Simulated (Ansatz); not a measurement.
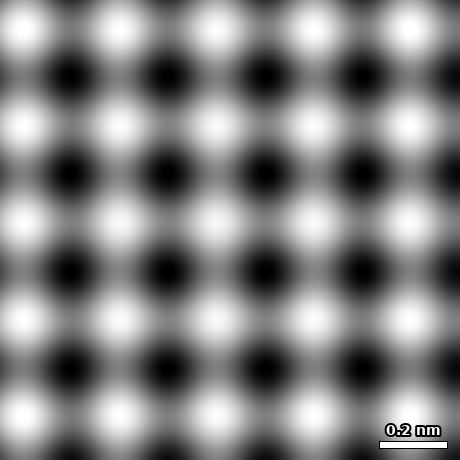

Phase-contrast TEM-like image of Sc (Pm-3m, No. 221) along [001]. Simulated in the weak-phase-object approximation with neutral-atom potentials: 200 kV, Cs = 1.00 mm, defocus −601 Å (negative is underfocus), defocus spread 20 Å, aperture 0.43 1/Å. Atomic positions: coordinates from a relaxation with DFT, m-r2SCAN, plane waves (500 eV) with PAW, scalar-relativistic in Ansatz 0.2.0; the starting structure was generated, so it need not be a known form of this composition.

Q: Do the atom columns appear dark or bright, and why?

A: Dark. With positive Cs and underfocus sin χ is negative over the pass band, so the strongest columns (Sc) come out darker than the background.

Q: What point resolution do these settings give, and which lattice spacings pass?

A: About 2.3 Å (0.66 |Cs|^(1/4) λ^(3/4) with λ = 0.0251 Å). The spacings that carry visible contrast are {100} at 2.97 Å.
